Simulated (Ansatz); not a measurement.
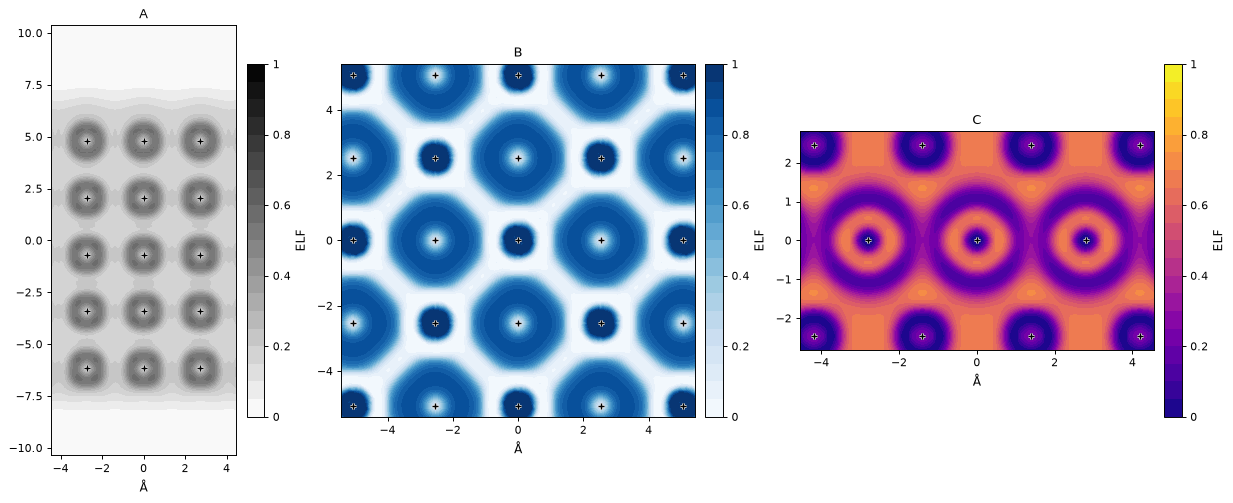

The electron localisation function of 3 systems, each on a plane through atoms (crosses mark nuclei in the plane).

The calculation used Ansatz 0.2.0, DFT PBEsol, scalar-relativistic, plane waves, PAW.

System 1: Pd (slab), the (010) plane of the calculation cell, a cut from vacuum to vacuum. Not relaxed (largest force 0.5 eV/Å).

```
Pd
1.0
     2.74002    0.00000    0.00000
     0.00000    3.87498    0.00000
     0.00000    0.00000   27.33010
Pd
10
Direct
  0.50000 0.50000 0.27442
  0.00000 0.00000 0.32455
  0.50000 0.50000 0.37468
  0.00000 0.00000 0.42481
  0.50000 0.50000 0.47494
  0.00000 0.00000 0.52506
  0.50000 0.50000 0.57519
  0.00000 0.00000 0.62532
  0.50000 0.50000 0.67545
  0.00000 0.00000 0.72558
```

System 2: LiCl, the (100) plane of the conventional cell. Space group Fm-3m.

```yaml
crystal:
  lattice:
    - [5.06431, 0.00000, 0.00000]
    - [0.00000, 5.06431, 0.00000]
    - [0.00000, 0.00000, 5.06431]
  atoms:
    - { symbol: Li, position: [0.00000, 0.00000, 0.00000] }
    - { symbol: Li, position: [0.50000, 0.50000, 0.00000] }
    - { symbol: Li, position: [0.50000, 0.00000, 0.50000] }
    - { symbol: Li, position: [0.00000, 0.50000, 0.50000] }
    - { symbol: Cl, position: [0.50000, 0.00000, 0.00000] }
    - { symbol: Cl, position: [0.00000, 0.50000, 0.00000] }
    - { symbol: Cl, position: [0.00000, 0.00000, 0.50000] }
    - { symbol: Cl, position: [0.50000, 0.50000, 0.50000] }
```

System 3: TiAl, the (011) plane of the conventional cell. Space group P4/mmm; computed without spin polarisation.

```
Ti Al
1.0
     2.79516    0.00000    0.00000
     0.00000    2.79516    0.00000
     0.00000    0.00000    4.03874
Ti Al
1 1
Direct
  0.00000 0.00000 0.00000
  0.50000 0.50000 0.50000
```

### Match each panel to its system.

Panel A is system 1, Pd: the plane holds Pd. Pd–Pd (2.74 Å): the ELF is about 0.20 at the midpoint; no localised pair shows between them. Panel B is system 2, LiCl: the plane holds Li and Cl. Li–Cl (2.53 Å): the ELF peaks at about 0.90 in the valence shell of Cl, 0.8 Å from its nucleus, and falls to about 0 next to Li (an ionic contact with no shared pair). Panel C is system 3, TiAl: the plane holds Ti and Al. Ti–Ti (2.80 Å): the ELF is about 0.30 at the midpoint.
